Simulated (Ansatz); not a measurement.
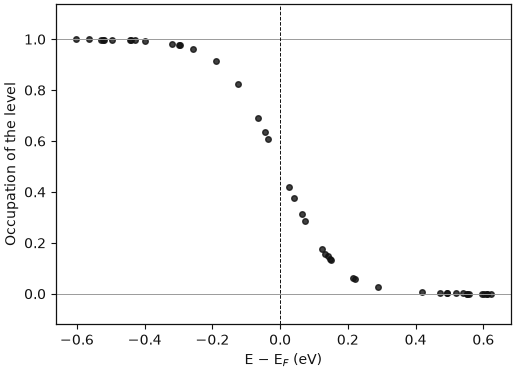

Occupations of the one-electron levels of the k mesh against their energy, from a run on P, space group P4/mmm, 1 atom in the cell, with Ansatz.

Question: Which smearing scheme was used (Fermi-Dirac, Gaussian, Methfessel-Paxton or cold), and about what width?

Answer: Fermi-Dirac smearing with a width of 0.08 eV. The occupations stay between 0 and 1 and have long exponential tails; the slope at the Fermi level is 1/(4 × width).
